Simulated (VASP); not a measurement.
## Dielectric function of BaTiO3

Aim: the dielectric function of BaTiO3 for independent particles, and its static limit with local fields. The cell has space group P4/mmm. Within 0.03 Å the cell has the higher symmetry Pm-3m, so small anisotropies below come from that deviation of the entry. The start is a cell from a database of measured crystal structures.

Program: VASP 6.6.1. Level of theory: PBE, no spin polarisation; plane waves and PAW (Ba_sv_GW, Ti_sv, O). Results are calculated unless marked as measured.

### 1. The structure

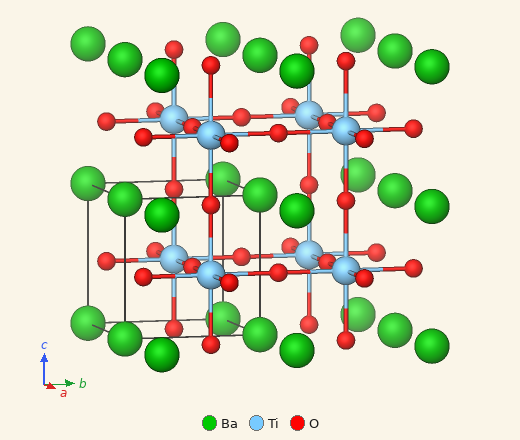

The cell as given, slightly off an axis (barium green, titanium blue, oxygen red). 2×2×2 cells are drawn. Some periodic images of atoms are drawn too.

As a file:

```xyz
5
Lattice="3.9998 0.0000 0.0000 0.0000 3.9998 0.0000 0.0000 0.0000 4.0180" Properties=species:S:1:pos:R:3 pbc="T T T"
Ba    0.0000    0.0000    0.0000
Ti    1.9999    1.9999    2.0090
O     0.0000    1.9999    2.0090
O     1.9999    0.0000    2.0090
O     1.9999    1.9999    0.0000
```

### 2. Ground state

The ground state comes first.

INCAR reads:

```
SYSTEM = BaTiO3
PREC = Accurate
ENCUT = 520
EDIFF = 1E-07
NELM = 100
ISMEAR = 0
SIGMA = 0.05
LREAL = .FALSE.
ALGO = Normal
GGA = PE
NBANDS = 26
LASPH = .TRUE.
LORBIT = 11
LWAVE = .FALSE.
LCHARG = .FALSE.
KPAR = 4
```

POSCAR reads:

```
BaTiO3
1.0
    3.9998000000      0.0000000000      0.0000000000
    0.0000000000      3.9998000000      0.0000000000
    0.0000000000      0.0000000000      4.0180000000
Ba Ti O
1 1 3
Direct
    0.0000000000      0.0000000000      0.0000000000
    0.5000000000      0.5000000000      0.5000000000
    0.0000000000      0.5000000000      0.5000000000
    0.5000000000      0.0000000000      0.5000000000
    0.5000000000      0.5000000000      0.0000000000
```

KPOINTS reads:

```
Automatic mesh
0
Gamma
6 6 6
0 0 0
```

Potentials, in the order of the species: Ba_sv_GW, Ti_sv and O (PBE family, release 64).

On the command line:

```bash
$ mpirun -np 4 vasp_std
```

The log of the run:

```text
[banner, memory and clock lines left out]
running    4 mpi-ranks, on    1 nodes
 distrk:  each k-point on    1 cores,    4 groups
 distr:  one band on    1 cores,    1 groups

 POSCAR found type information on POSCAR BaTiO
 POSCAR found :  3 types and       5 ions
 LDA part: xc-table for (Slater+PW92), standard interpolation
 POSCAR, INCAR and KPOINTS ok, starting setup
 FFT: planning ... GRIDC
 FFT: planning ... GRID_SOFT
 FFT: planning ... GRID
 WAVECAR not read
 entering main loop
       N       E                     dE             d eps       ncg     rms          rms(c)
DAV:   1     0.562870602334E+03    0.56287E+03   -0.19312E+04  2088   0.175E+03
DAV:   2     0.529583459191E+02   -0.50991E+03   -0.50028E+03  2416   0.575E+02
DAV:   3    -0.476544006258E+02   -0.10061E+03   -0.96327E+02  3622   0.227E+02
DAV:   4    -0.525795069715E+02   -0.49251E+01   -0.49136E+01  3424   0.536E+01
DAV:   5    -0.528943255534E+02   -0.31482E+00   -0.31469E+00  3440   0.967E+00    0.228E+01
DAV:   6    -0.416071848975E+02    0.11287E+02   -0.68549E+01  2848   0.719E+01    0.904E+00
DAV:   7    -0.416883666251E+02   -0.81182E-01   -0.14230E+01  3234   0.328E+01    0.682E+00
DAV:   8    -0.415515304312E+02    0.13684E+00   -0.61727E-01  2888   0.716E+00    0.444E+00
DAV:   9    -0.415158776651E+02    0.35653E-01   -0.56168E-01  3304   0.698E+00    0.158E+00
DAV:  10    -0.415062953868E+02    0.95823E-02   -0.18305E-01  2998   0.392E+00    0.618E-01
DAV:  11    -0.415026752018E+02    0.36202E-02   -0.44131E-02  2782   0.145E+00    0.502E-01
DAV:  12    -0.415009757454E+02    0.16995E-02   -0.20780E-02  2494   0.154E+00    0.185E-01
DAV:  13    -0.415003951919E+02    0.58055E-03   -0.18383E-03  3068   0.489E-01    0.807E-02
DAV:  14    -0.415003204022E+02    0.74790E-04   -0.16338E-04  3004   0.109E-01    0.409E-02
DAV:  15    -0.415002967475E+02    0.23655E-04   -0.19733E-04  3364   0.126E-01    0.196E-02
DAV:  16    -0.415002935507E+02    0.31968E-05   -0.21786E-05  2818   0.451E-02    0.107E-02
DAV:  17    -0.415002928423E+02    0.70841E-06   -0.86900E-06  3054   0.221E-02    0.112E-03
DAV:  18    -0.415002928775E+02   -0.35191E-07   -0.27717E-07  2016   0.542E-03
   1 F= -.41500293E+02 E0= -.41500293E+02  d E =-.430540E-19
```

Wall time 29 s (4 MPI ranks of AMD EPYC 7R43, shared host); peak memory 0.81 GiB; 1.9 min of CPU time.

Lines that name or quote the potential files are left out of all logs, and their timing lines are given in words.

OUTCAR, selected parts (step 2):

```text
ion  position               nearest neighbor table
   1  0.000  0.000  0.000-
   2  0.500  0.500  0.500-   3 2.00   4 2.00   4 2.00   3 2.00   5 2.01   5 2.01
   3  0.000  0.500  0.500-   2 2.00   2 2.00
   4  0.500  0.000  0.500-   2 2.00   2 2.00
   5  0.500  0.500  0.000-   2 2.01   2 2.01

  LATTYP: Found a simple tetragonal cell.
 ALAT       =     3.9998000000
 C/A-ratio  =     1.0045502275

 Subroutine GETGRP returns: Found 16 space group operations
 (whereof 16 operations were pure point group operations)

The static configuration has the point symmetry D_4h.

 Found     40 irreducible k-points:

   k-points           NKPTS =     40   k-points in BZ     NKDIM =     40   number of bands    NBANDS=     26

   dimension x,y,z NGX =    30 NGY =   30 NGZ =   30
   dimension x,y,z NGXF=    60 NGYF=   60 NGZF=   60

   ENCUT  =  520.0 eV  38.22 Ry    6.18 a.u.   7.44  7.44  7.47*2*pi/ulx,y,z

   NELECT =      40.0000    total number of electrons

 k-points in reciprocal lattice and weights: Automatic mesh
   0.00000000  0.00000000  0.00000000       0.005
   0.16666667  0.00000000  0.00000000       0.019
   0.33333333  0.00000000  0.00000000       0.019
   0.50000000  0.00000000  0.00000000       0.009
   0.16666667  0.16666667  0.00000000       0.019
   0.33333333  0.16666667  0.00000000       0.037
   0.50000000  0.16666667  0.00000000       0.019
   0.33333333  0.33333333  0.00000000       0.019
   0.50000000  0.33333333  0.00000000       0.019
[...]
0.50000000  0.33333333  0.50000000       0.019
   0.50000000  0.50000000  0.50000000       0.005

 average (electrostatic) potential at core
       1 -77.8330       2 -75.4017       3 -68.0877       4 -68.0877       5 -68.0631

 E-fermi :   5.7007

 k-point     1 :       0.0000    0.0000    0.0000
  band No.  band energies     occupation
    ...
     16       4.2918      2.00000
     17       4.2918      2.00000
     18       5.2786      2.00000
     19       5.2838      2.00000
     20       5.2838      2.00000
     21       7.1745      0.00000
     22       7.1745      0.00000
     23       7.1827      0.00000
     24       9.2970      0.00000
     25       9.3310      0.00000
    ...

 k-point     2 :       0.1667    0.0000    0.0000
  band No.  band energies     occupation
    ...
     16       4.0125      2.00000
     17       4.0772      2.00000
     18       4.6625      2.00000
     19       5.0958      2.00000
     20       5.0994      2.00000
     21       7.2056      0.00000
     22       7.6899      0.00000
     23       7.6963      0.00000
     24       9.3065      0.00000
     25      10.0096      0.00000
    ...

 k-point     3 :       0.3333    0.0000    0.0000
  band No.  band energies     occupation
    ...
     16       3.6677      2.00000
     17       3.7028      2.00000
     18       3.8263      2.00000
     19       4.8276      2.00000
     20       4.8300      2.00000
     21       7.2696      0.00000
     22       8.5261      0.00000
     23       8.5298      0.00000
     24       9.3091      0.00000
     25      10.9605      0.00000
    ...

  Total        0.8998576      0.8998576      0.5544836      0.0000000     -0.0000000      0.0000000
  in kB       22.4283778     22.4283778     13.8201525      0.0000000     -0.0000000      0.0000000
  external PRESSURE =      19.5589694 kB  Pullay stress =       0.0000000 kB

  energy-cutoff  :      520.00
  volume of cell :       64.28
      direct lattice vectors                 reciprocal lattice vectors
     3.999800000  0.000000000  0.000000000     0.250012501  0.000000000  0.000000000
     0.000000000  3.999800000  0.000000000     0.000000000  0.250012501  0.000000000
     0.000000000  0.000000000  4.018000000     0.000000000  0.000000000  0.248880040

 POSITION                                       TOTAL-FORCE (eV/Angst)
 -----------------------------------------------------------------------------------
      0.00000      0.00000      0.00000         0.000000      0.000000      0.000000
      1.99990      1.99990      2.00900         0.000000      0.000000      0.000000
      0.00000      1.99990      2.00900         0.000000      0.000000      0.000000
      1.99990      0.00000      2.00900         0.000000      0.000000      0.000000
      1.99990      1.99990      0.00000         0.000000      0.000000      0.000000
 -----------------------------------------------------------------------------------
    total drift:                                0.000000      0.000000     -0.000000

  FREE ENERGIE OF THE ION-ELECTRON SYSTEM (eV)
  ---------------------------------------------------
  free  energy   TOTEN  =       -41.5002928775 eV

  energy  without entropy=      -41.5002928775  energy(sigma->0) =      -41.50029288

 total charge
# of ion       s       p       d       f       tot
--------------------------------------------------
    1        1.800   4.582   0.119   0.026   6.528
    2        2.209   6.267   1.693   0.000  10.169
    3        1.564   3.464   0.000   0.000   5.028
    4        1.564   3.464   0.000   0.000   5.028
    5        1.564   3.462   0.000   0.000   5.026
--------------------------------------------------
tot          8.701  21.240   1.812   0.026  31.779

[... 3 further parts left out ...]
```

The gap is read on the k-mesh alone, so it is an upper bound where the band edges lie off the mesh.

This step gave:

- free energy (TOTEN): -41.50 eV
- Fermi energy: 5.701 eV
- pressure: 1.956 GPa
- gap on the k-mesh: 1.773 eV
- least direct gap on the k-mesh: 1.891 eV

The cell has a gap of 1.77 eV on this mesh. Spin-orbit coupling is left out, which can shift or reorder these edges.

### 3. Spectrum

LOPTICS sums the direct transitions; the mesh is finer and NBANDS larger than for the ground state.

INCAR: that of step 2 with these lines changed.

```diff
@@ -10,5 +10,4 @@
 GGA = PE
-NBANDS = 26
+NBANDS = 48
 LASPH = .TRUE.
-LORBIT = 11
 LWAVE = .FALSE.
@@ -16 +15,4 @@
 KPAR = 4
+LOPTICS = .TRUE.
+NEDOS = 2000
+CSHIFT = 0.2
```

POSCAR is that of step 2.

KPOINTS reads:

```
Automatic mesh
0
Gamma
8 8 8
0 0 0
```

On the command line:

```bash
$ mpirun -np 4 vasp_std
```

The log of the run:

```text
[... set-up lines as in an earlier step ...]
 entering main loop
       N       E                     dE             d eps       ncg     rms          rms(c)
DAV:   1     0.494432473666E+03    0.49443E+03   -0.16895E+04  7296   0.947E+02
DAV:   2     0.903483566550E+01   -0.48540E+03   -0.43776E+03  7368   0.327E+02
DAV:   3    -0.490704855499E+02   -0.58105E+02   -0.56447E+02  9064   0.115E+02
DAV:   4    -0.527937339022E+02   -0.37232E+01   -0.36722E+01 11960   0.269E+01
DAV:   5    -0.528983058992E+02   -0.10457E+00   -0.10452E+00  9168   0.335E+00    0.228E+01
DAV:   6    -0.421186805925E+02    0.10780E+02   -0.27038E+01  9960   0.389E+01    0.964E+00
DAV:   7    -0.417289246409E+02    0.38976E+00   -0.75973E+00  8512   0.166E+01    0.694E+00
DAV:   8    -0.416282076072E+02    0.10072E+00   -0.41627E-01  9584   0.370E+00    0.531E+00
DAV:   9    -0.415795561727E+02    0.48651E-01   -0.76726E-01  9248   0.547E+00    0.250E+00
DAV:  10    -0.415216881254E+02    0.57868E-01   -0.19823E-01  8888   0.248E+00    0.122E+00
DAV:  11    -0.415048361046E+02    0.16852E-01   -0.16179E-02  9712   0.828E-01    0.576E-01
DAV:  12    -0.415016115062E+02    0.32246E-02   -0.17713E-02 10272   0.792E-01    0.266E-01
DAV:  13    -0.415009613224E+02    0.65018E-03   -0.21401E-03  8752   0.321E-01    0.145E-01
DAV:  14    -0.415009424372E+02    0.18885E-04   -0.20617E-04 10704   0.800E-02    0.450E-02
DAV:  15    -0.415009319399E+02    0.10497E-04   -0.24363E-05  8784   0.220E-02    0.215E-02
DAV:  16    -0.415009310526E+02    0.88730E-06   -0.24344E-06 10008   0.882E-03    0.152E-02
DAV:  17    -0.415009290579E+02    0.19948E-05   -0.28816E-06  9136   0.907E-03    0.522E-03
DAV:  18    -0.415009289785E+02    0.79359E-07   -0.59194E-07 10232   0.359E-03
   1 F= -.41500929E+02 E0= -.41500929E+02  d E =-.588502E-11
 optical routines
 imaginary and real dielectric function
 recalculating local potential from charge density
 direction            1
 direction            2
 direction            3
```

Elapsed: 80 s, on 4 MPI ranks; peak memory 2.2 GiB; 5.3 min of CPU time.

OUTCAR, selected parts (step 3):

```text
The static configuration has the point symmetry D_4h.

 Found     75 irreducible k-points:

   k-points           NKPTS =     75   k-points in BZ     NKDIM =     75   number of bands    NBANDS=     48

   NELECT =      40.0000    total number of electrons

 E-fermi :   5.6061

 k-point     1 :       0.0000    0.0000    0.0000
  band No.  band energies     occupation
    ...
     16       4.2916      2.00000
     17       4.2916      2.00000
     18       5.2785      2.00000
     19       5.2837      2.00000
     20       5.2837      2.00000
     21       7.1754      0.00000
     22       7.1754      0.00000
     23       7.1836      0.00000
     24       9.2981      0.00000
     25       9.3320      0.00000
    ...

 k-point     2 :       0.1250    0.0000    0.0000
  band No.  band energies     occupation
    ...
     16       4.1176      2.00000
     17       4.1632      2.00000
     18       4.8929      2.00000
     19       5.1640      2.00000
     20       5.1684      2.00000
     21       7.1936      0.00000
     22       7.4906      0.00000
     23       7.4977      0.00000
     24       9.3068      0.00000
     25       9.7536      0.00000
    ...

  Total        0.8975336      0.8975336      0.5521775      0.0000000      0.0000000      0.0000000
  in kB       22.3704543     22.3704543     13.7626724      0.0000000      0.0000000      0.0000000
  external PRESSURE =      19.5011936 kB  Pullay stress =       0.0000000 kB

  FREE ENERGIE OF THE ION-ELECTRON SYSTEM (eV)
  ---------------------------------------------------
  free  energy   TOTEN  =       -41.5009289785 eV

  energy  without entropy=      -41.5009289785  energy(sigma->0) =      -41.50092898

 plasma frequency squared (from intraband transitions) (eV^2)
  --------------------------------------------------------------------------------------
       0.000       0.000      -0.000
       0.000       0.000       0.000
      -0.000       0.000       0.000

[... 7 parts as in an earlier step ...]

[... 6 further parts left out ...]
```

These are independent-particle spectra without excitons or local fields, and fine structure depends on the mesh and on CSHIFT.

Numbers from this step:

* Fermi energy: 5.606 eV
* pressure: 1.950 GPa
* gap on the k-mesh: 1.774 eV
* least direct gap on the k-mesh: 1.892 eV

Absorption under the direct gap is the tail of the CSHIFT broadening, and fine structure depends on the mesh. Imaginary dielectric function against photon energy; read off at these points:

```csv
photon energy (eV),xx,zz
0.0,0,0
1.0,0.144,0.144
2.0,1.06,1.07
3.0,4.26,4.24
4.0,7.97,7.82
5.0,4.02,4.04
6.0,3.12,3.13
7.0,4.31,4.37
7.2,4.37,4.33
8.0,3.60,3.50
9.0,4.71,4.71
10.0,4.17,4.13
11.0,3.13,3.13
12.0,2.35,2.38
13.0,1.28,1.28
14.0,0.906,0.920
15.0,0.748,0.711
16.0,1.42,1.39
17.0,2.06,2.07
18.0,3.81,3.89
18.4,4.15,4.18
19.0,4.10,4.10
20.0,2.33,2.33
21.0,1.86,1.86
22.0,1.29,1.27
23.0,0.959,0.942
24.0,0.548,0.557
```

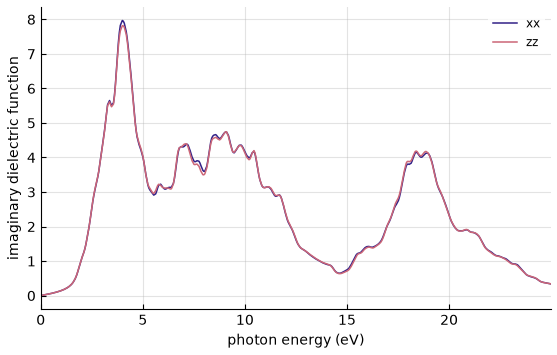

Imaginary dielectric function, plotted against photon energy.

The real dielectric function by photon energy:

```csv
photon energy (eV),xx,zz
0,6.75,6.73
1,7.07,7.05
2,8.35,8.32
3,8.71,8.64
4,5.08,5.09
5,2.00,2.00
6,3.16,3.16
7,3.16,3.11
8,2.66,2.73
9,1.76,1.82
10,0.616,0.627
11,0.0188,0.0476
12,-0.643,-0.618
13,0.00957,0.0163
14,0.612,0.596
15,1.50,1.48
16,1.84,1.88
17,2.46,2.54
18,1.78,1.79
19,-0.186,-0.259
20,-1.14,-1.13
21,-0.758,-0.771
22,-0.869,-0.886
23,-0.771,-0.763
24,-0.628,-0.615
```

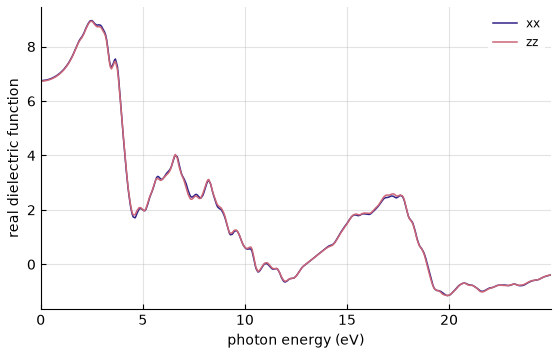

Real dielectric function, plotted against photon energy.

[end of part 1 of 2]

[Lines on the potential files, build, host, timing and source positions are cut from VASP's logs without a mark.]

[Logs are printed without paths, hosts, clocks, repeated set-up lines and the standing remarks that a program may print on its own settings, such as how far it seeks lower states.]

[Hosts, paths, dates, database ids (printed as entryN), source tags and the programs' standing remarks are cut or masked in the printed files.]
